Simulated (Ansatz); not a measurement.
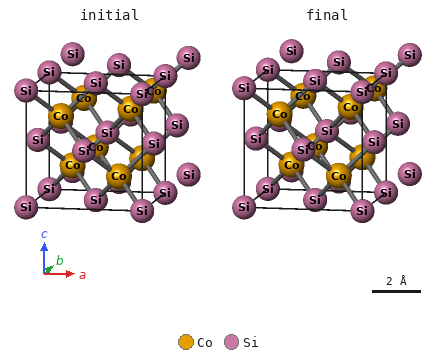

The structure of crystalline CoSi (a generated structure, set up in F-43m) (coarse preliminary run) before (left) and after (right) a relaxation, at one scale.

Style: ball-and-stick. Shown: the conventional cell (4 times the calculation's cell), repeated 1 × 2 × 1 with one cell outlined, slightly off an axis. Lengths and directions refer to the drawn axes.

Computed with DFT PBE, scalar-relativistic, plane waves, PAW (Ansatz 0.2.0).

The input:
```yaml
crystal:
  lattice:
    - [0.0, 2.4927741, 2.4927741]
    - [2.4927741, 0.0, 2.4927741]
    - [2.4927741, 2.4927741, 0.0]
  atoms:
    - { symbol: Co, position: [0.25, 0.25, 0.25], spin: 3.0 }
    - { symbol: Si, position: [0.0, 0.0, 0.0] }
basis:
  ecutwfc: 420
kpoints:
  mp_grid: { grid: [6, 6, 6] }
hamiltonian:
  xc: pbe
scf:
  occupations: { method: gaussian, width: 0.1 }
  lower_state_search: "off"
output:
  forces: true
  stress: true
  eigenvalues: true
  populations: true
magnetization:
  spin_polarized: true
relax:
  adjacent_minimum: "off"
  f_tol: 0.04
  max_steps: 70
  cell: { stress_tol: 0.4 }
```

Command:
```bash
ansatz run input.yaml --threads 1 --pin off --max-ram 2560MiB --backend cpu --events-out ev --progress --plain --runs-dir out
```

**Summarise the run.**

The atoms keep their places relative to the cell (all moves are under 0.005 Å). The drawn cell changes as follows: a = b = c 4.986 → 5.083 Å (+2.0 %); the volume changes by +6.0 %. Some distances before and after: Co1–Si2 2.159 → 2.201 Å. The space group stays F-43m (No. 216). Over 2 accepted moves (3 points after the start) the energy falls by 21.8 meV per atom. All forces vanish by symmetry, so only the cell relaxes. Pressure: 7.55 GPa at the start and 0.33 GPa at the end. At 1 point the geometry stayed and the basis and grid were re-selected for the new cell (energy shift of 0.6 meV per atom at most each time). The program noted that the starting moments weren't kept.
